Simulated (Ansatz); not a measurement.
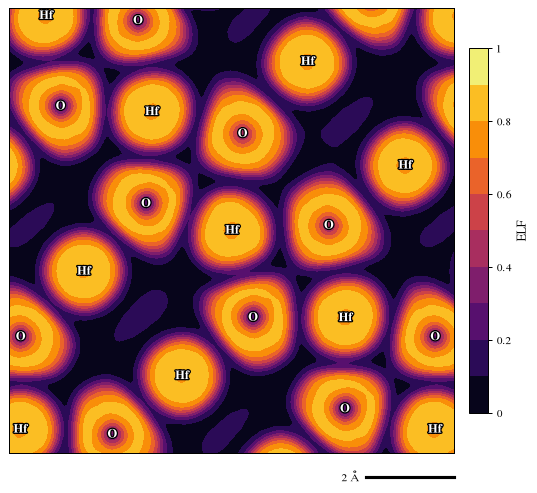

Figure 1: Hf17O32 (cell with a defect). ELF on the (011̄) plane of the calculation cell.

The calculation used Ansatz 0.2.0, DFT PBEsol, scalar-relativistic, plane waves, PAW.

> What do the fields say about this system?

- Atoms in the plane: Hf and O.
- Hf–O (2.06 Å): the ELF peaks at about 0.80 in the valence shell of O, 0.6 Å from its nucleus, and drops to about 0.20 between the two atoms (no shared electron pair shows on this line).
- Hf–O (2.10 Å): the ELF peaks at about 0.85 in the valence shell of O, 0.6 Å from its nucleus, and drops to about 0.20 between the two atoms: no shared electron pair shows on this line.
- Hf–O (2.13 Å): the ELF peaks at about 0.85 in the valence shell of O, 0.6 Å from its nucleus, and drops to about 0.15 between the two atoms (no localised pair shows between them).
- Hf–O (2.19 Å): the ELF peaks at about 0.80 in the valence shell of O, 0.6 Å from its nucleus, and drops to about 0.15 between the two atoms; no localised pair shows between them.
- Hf–O (2.21 Å): the ELF peaks at about 0.80 in the valence shell of O, 0.6 Å from its nucleus, and drops to about 0.15 between the two atoms; no shared electron pair shows on this line.
- The features right at Hf lie inside the PAW spheres, where the map follows smoothed inner orbitals and isn't to be read closely.

> Does the calculation give a band gap?

It is gapped, with a Kohn–Sham gap of 0.59 eV on the k-point mesh, an upper bound to the gap of this method.
